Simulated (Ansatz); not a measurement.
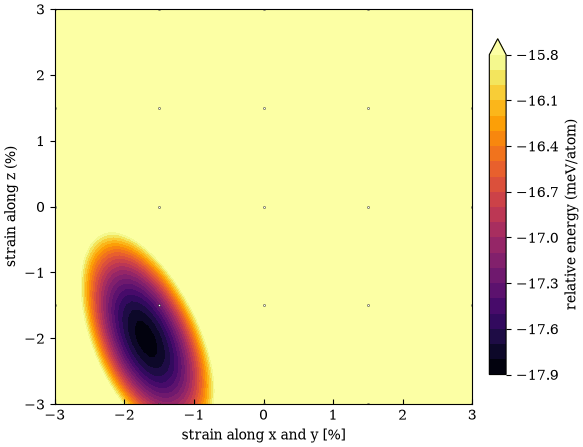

Ti (P6_3/mmc, No. 194; 2 atoms in the cell). 
- The cell is strained homogeneously, by one strain along x and y and another along z, with fractional coordinates fixed (x along [1 0 0], z along [0 0 1] of the conventional cell).
- Coordinates scanned: (1) strain along x and y; (2) strain along z.
- The scan uses a 5 × 5 grid.
- All energies are given in meV/atom relative to the unstrained cell.
- The reference cell is the one listed in the database, not relaxed at this level.
- The calculation used DFT PBEsol, scalar-relativistic, plane waves, PAW in Ansatz. Settings: cutoff 420 eV, k-mesh 18×18×10 in the order of the run's cell vectors, gaussian smearing 0.15 eV, no spin polarisation.

In the figure: filled contours, dots at the grid points, one colour for all values above the top of the scale. Between grid points the surface is interpolated.

Estimate the clamped-ion elastic constants that this map fixes.

Answer. With the cell volume of 35.3 Å³, the curvatures of the interpolated surface at its minimum give C₁₁ + C₂₂ + 2C₁₂ ≈ 530 GPa, C₃₃ ≈ 200 GPa and C₁₃ + C₂₃ ≈ 161 GPa (clamped ions, Cartesian axes of the cell). A stretch of 1 % along z with free sides (kept equal in x and y) would change the in-plane lengths by about −0.30 %.
